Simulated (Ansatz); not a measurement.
System: K, space group Im-3m (No. 229) (one of a set of cubic test structures, which need not be the stable phase).

Input of one of the runs behind the figure:
```
crystal:
  lattice:
    - [-2.624727148973, 2.624727148973, 2.624727148973]
    - [2.624727148973, -2.624727148973, 2.624727148973]
    - [2.624727148973, 2.624727148973, -2.624727148973]
  atoms:
    - { symbol: K, position: [0, 0, 0] }
kpoints:
  mp_grid: { grid: [9, 9, 9] }
hamiltonian:
  xc: r2scan
  pseudopotentials: { kind: paw, source: ansatz }
scf:
  occupations: { method: fermi_dirac, width: 0.1 }
  convergence: { dr2_threshold: "1e-9 eV" }
  max_iter: 300
output:
  forces: true
  stress: true
basis:
  xc_grid: 2
```

Run as:
```bash
ansatz run input.yaml --threads 1
```

Calculation (Ansatz 0.2.0 development build): equation of state of a cubic crystal from periodic Kohn-Sham density functional theory without spin, third-order Birch-Murnaghan fit to the free energies; pressure corrected for the finite basis. Level: r2SCAN.

- structure type: bcc
- atoms in cell: 1
- space group number: 229
- lattice centring: body-centred primitive
- k mesh: 9×9×9
- occupation method: Fermi–Dirac
- occupation width: 0.1 eV
- wave cutoff: 590 eV
- datasets: hand-made PAW
- density tolerance: 1e−09 eV
- bands: 9
- density cutoff ratio: 4
- search for lower states: default
- xc grid level: 2

Describe the result: the energy above the lowest point and pressure against volume. The volume takes the values 67.90, 70.11, 72.33, 74.54, 76.76 Å³/atom.

A third-order Birch–Murnaghan fit gives V0 = 76.54 Å³/atom, B0 = 3.41 GPa and B′ = 3.7. The energy above the lowest point falls from 12.5 meV/atom at volume 67.90 Å³/atom to 0.0 meV/atom at 76.76 Å³/atom. The pressure falls from 0.51 GPa at volume 67.90 Å³/atom to −0.01 GPa at 76.76 Å³/atom, and changes sign near 76.6 Å³/atom.

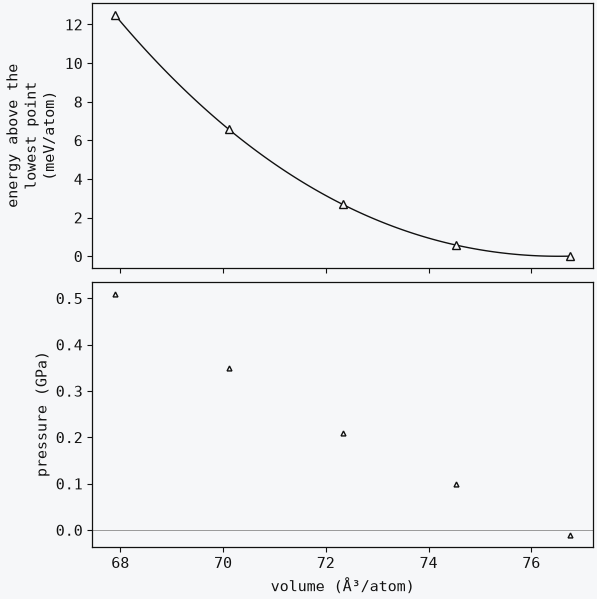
